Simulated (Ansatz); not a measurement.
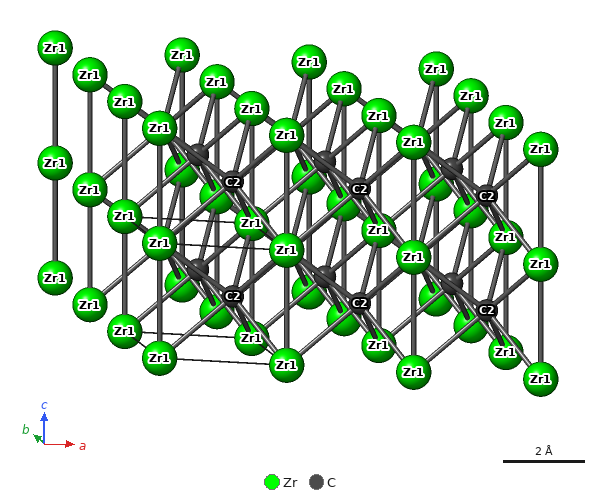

This is a crystal of ZrC (built on the WC type). A ball-and-stick model of the cell of the calculation, repeated 3 × 3 × 2 with one cell outlined, seen slightly off an axis.

Method: Ansatz 0.2.0, DFT r2SCAN, scalar-relativistic, plane waves, PAW. Set-up: plane-wave cutoff 500 eV; k-point mesh 12 × 12 × 12; occupations gaussian; smearing width 0.05 eV; no spin polarisation.

The variant: The volume is changed by +4.0 %. The cell's shape and the atoms are relaxed at that volume.

The input:
```yaml
crystal:
  lattice:
    - [3.3182487138, 0.0, 0.0]
    - [-1.6591243569, 2.8736876822, 0.0]
    - [0.0, 0.0, 2.9655746321]
  atoms:
    - { symbol: Zr, position: [0.0, 0.0, 0.0] }
    - { symbol: C, position: [0.6666666667, 0.3333333333, 0.5] }
basis:
  ecutwfc: 500
  ecutrho_ratio: 4
kpoints:
  mp_grid: { grid: [12, 12, 12] }
hamiltonian:
  xc: r2scan
scf:
  occupations: { method: gaussian, width: 0.05 }
output:
  forces: true
  stress: true
  eigenvalues: true
  write_density: true
  write_potential: true
  elf: true
  volumetric_format: npy
relax:
  f_tol: 0.01
  max_steps: 40
  cell: { stress_tol: 0.1, fix: [volume] }
```

Run as
```bash
ansatz run input.yaml --threads 2 --pin off --max-ram 2662MiB --backend cpu --events-out ev --progress --plain --runs-dir out
```

**What is the effect?**

The energy rises by 12.0 meV per atom. Pressure: 0.0 GPa before, −7.0 GPa after. It is metallic before and after. Cell: a = b 3.273 → 3.321 Å (+1.5 %), c 2.931 → 2.961 Å (+1.0 %). Volume +4.0 %. No atom moves by more than 0.005 Å relative to the cell. Some distances before and after: C–Zr 2.391 → 2.422 Å, Zr–Zr 2.931 → 2.961 Å. The space group stays P-6m2 (No. 187).

Drawn alike, the variant:

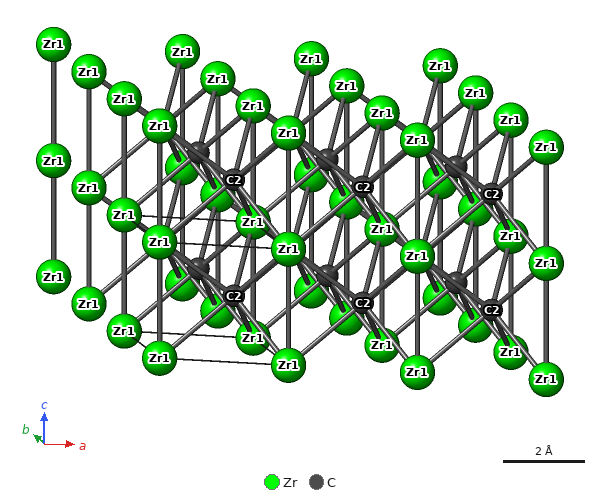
